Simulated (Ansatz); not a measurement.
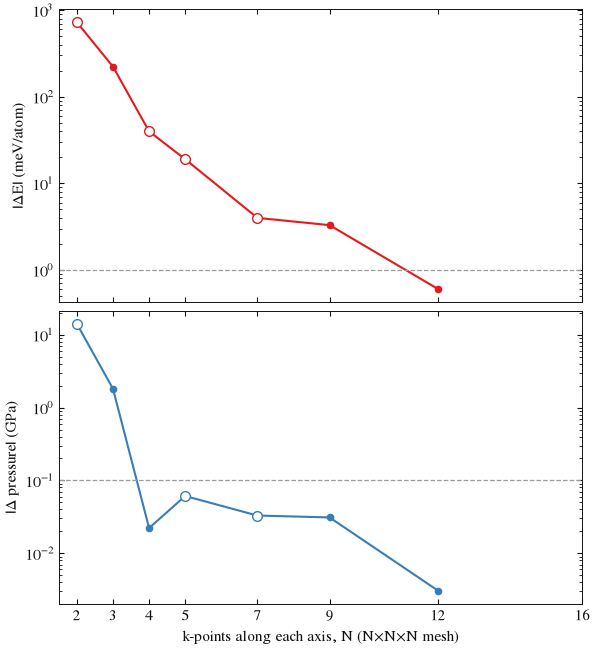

Convergence test: the k-point mesh is varied and all else is held.
System: Yb (Fm-3m, 1 atom in the cell).
Method: Ansatz 0.2.0, DFT, LDA (PW92), plane waves (420 eV) with PAW, scalar-relativistic; Fermi–Dirac smearing of 0.1 eV.
ΔE is the free energy less its value at the densest setting, 16×16×16.
Dashed lines or grey bands mark the tolerance: 1 meV/atom and 0.1 GPa.
On logarithmic panels, open markers lie below the reference value and filled ones above.

From which setting is the free energy converged to 1 meV/atom?

The free energy is within 1 meV/atom of the densest setting's value from 12×12×12 on. It is off by 730 meV/atom at 2×2×2, 19 meV/atom at 5×5×5 and 3.3 meV/atom at 9×9×9 (on both sides of it).

How does the pressure behave (tolerance 0.1 GPa)?

The pressure is within 0.1 GPa of the densest setting's value from 4×4×4 on. It is off by 14 GPa at 2×2×2 and 1.8 GPa at 3×3×3 (on both sides of it).
